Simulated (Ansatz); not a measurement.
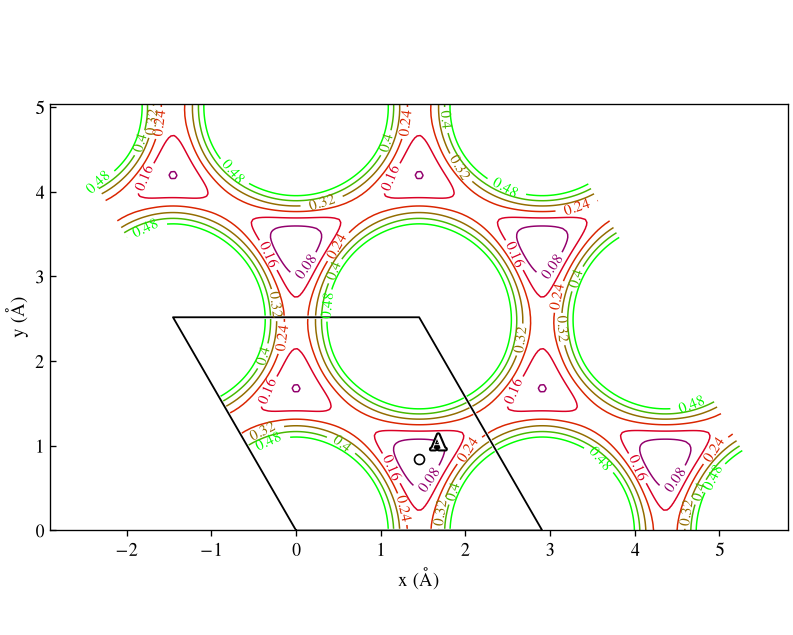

S on a Ti(111) slab cut from the Fm-3m phase, its upper half relaxed before the scan (12 atoms of substrate and one adsorbate in a 2 × 2 cell). 
- S is moved over the surface cell; relaxed at each place: the height of the adsorbate's atoms; substrate rigid; the origin of the map has the adsorbate above Ti9.
- Places are given modulo a cell vector. The map is drawn in real space over the plane of the surface.
- Grid: 6 × 6 points; 10 points were computed and 26 follow by symmetry.
- Places are given in fractions of the 1 × 1 surface cell.
- Energies are in eV, from the lowest grid point.
- Method: DFT PBE, scalar-relativistic, plane waves, PAW in Ansatz. Settings: cutoff 420 eV, k-mesh 6×6×1, gaussian smearing 0.1 eV, no spin polarisation.

The picture shows contour lines labelled in eV (none above 0.48), the outline of one cell of the 2 × 2 shown, the point A. Between grid points the surface is interpolated.

> Find the lowest pass out of the well at A.

The easiest path leads from the well at a threefold hollow over a third-layer Ti atom, (4/6, 2/6) of the cell vectors to the well at a threefold hollow over a second-layer Ti atom, (2/6, 4/6) of the cell vectors, about 0.078 eV higher. Its highest point lies about 0.19 eV above the bottom of the first well on the interpolated surface, at about (0.03, 0.52) of the cell vectors. Seen from the upper well the barrier is about 0.11 eV. This is the barrier on the constrained surface; relaxing the other coordinates would change it.

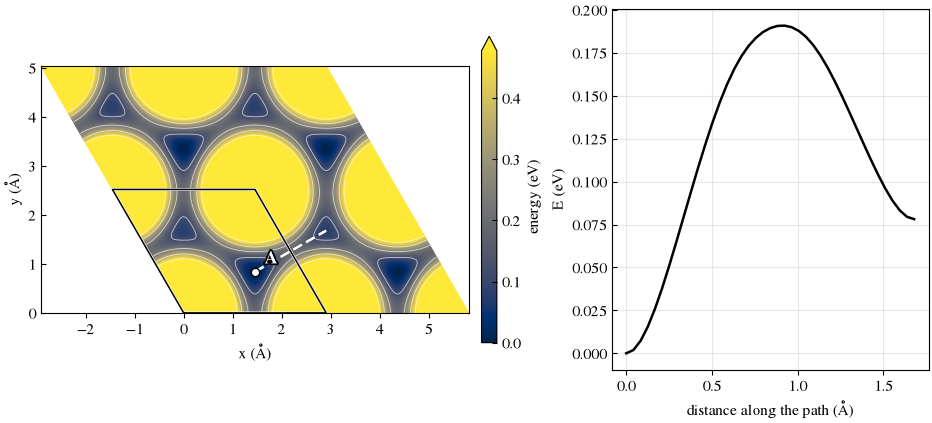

The picture shows a smooth colour map with a few white contour lines, a line along the lowest path, the outline of one cell of the 2 × 2 shown, one colour for all values above the top of the scale, the energy along the path at the right. Between grid points the surface is interpolated.

PAW datasets: the set soft_1.
